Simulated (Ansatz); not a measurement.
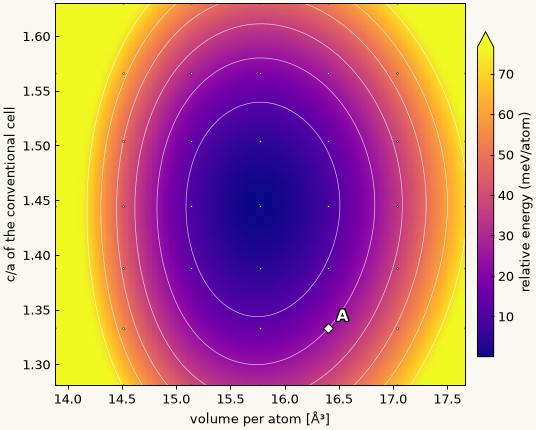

TiAl (P4/mmm, No. 123; 2 atoms in the cell). The energy is mapped over volume and the cell's shape. Coordinates scanned: (1) volume per atom; (2) c/a of the conventional cell. Nothing is relaxed (symmetry fixes all fractional coordinates). The grid has 7 × 7 points. Points are written as (first, second). All energies are given in meV/atom relative to the lowest grid point. Method: Ansatz 0.2.0, DFT PBEsol, scalar-relativistic, plane waves, PAW. Settings: cutoff 520 eV, k-mesh 18×18×12 in the order of the run's cell vectors, gaussian smearing 0.15 eV, no spin polarisation.

The picture shows a smooth colour map with a few white contour lines, dots at the grid points, one colour for all values above the top of the scale, the point A. Between grid points the surface is interpolated.

Q: Which way does the force act at A, and how strong is it?

A: A, at (16.40 Å³, 1.333), is not a stationary point. The computed force is 28 meV/atom for each Å³ towards smaller values of volume per atom and 250 meV/atom for each unit towards larger values of c/a of the conventional cell.

PAW datasets: the set soft_1.
